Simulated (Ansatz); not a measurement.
Consider CdF2.

```yaml
crystal:
  lattice:
    - [-2.69400, 0.00000, -2.69400]
    - [-2.69400, 0.00000, 2.69400]
    - [0.00000, 5.38800, 0.00000]
  atoms:
    - { symbol: Cd, position: [0.50000, 0.50000, 0.49072] }
    - { symbol: Cd, position: [0.00000, 0.00000, 0.99072] }
    - { symbol: F, position: [0.50000, 0.00000, 0.25000] }
    - { symbol: F, position: [0.00000, 0.50000, 0.75000] }
    - { symbol: F, position: [0.50000, 0.00000, 0.75000] }
    - { symbol: F, position: [0.00000, 0.50000, 0.25000] }
```

Space group I4mm; changed on purpose from its base cell (all Cd atoms moved -0.050 Å, as atom 1 along Cartesian [0 1 0]); computed pressure about 6 GPa in this cell.

Theory: DFT PBE, scalar-relativistic, plane waves, PAW (Ansatz 0.2.0).

What can the converged valence pseudo-density and electron localisation function tell about the bonding?

Cd–F (2.30 Å): ρ is about 0.34 e/Å³ halfway; the ELF peaks at about 0.80 in the valence shell of F, 0.6 Å from its nucleus, and drops to about 0.05 between the two atoms; no localised pair shows between them.
Cd–F (2.36 Å): the density is about 0.3 e/Å³ at the midpoint; the ELF peaks at about 0.80 in the valence shell of F, 0.6 Å from its nucleus, and drops to about 0.05 between the two atoms; no shared electron pair shows on this line.

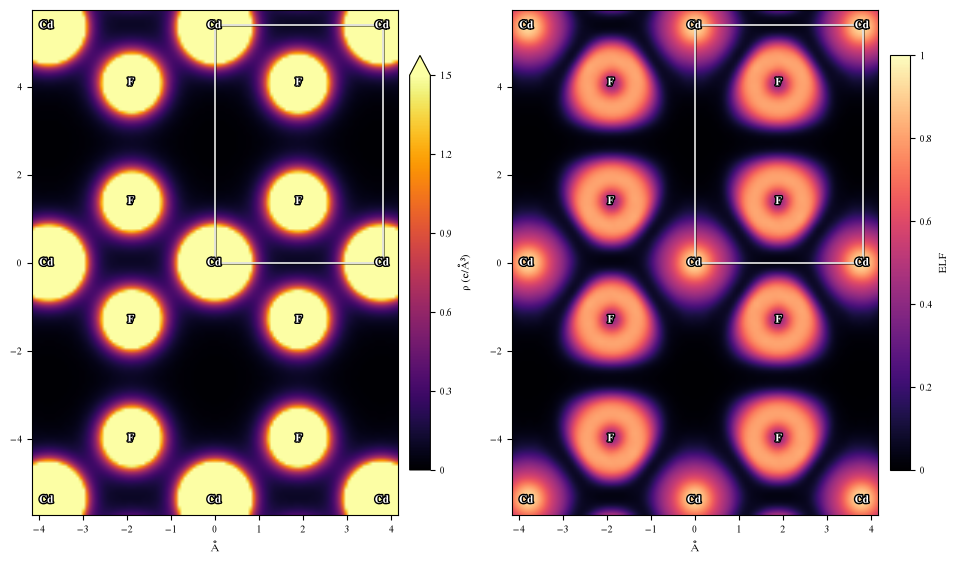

Computed valence pseudo-density and electron localisation function on the (010) plane of the conventional cell, in this order. 

Core electrons are frozen (PAW), and the valence fields are smoothed inside the atomic spheres.
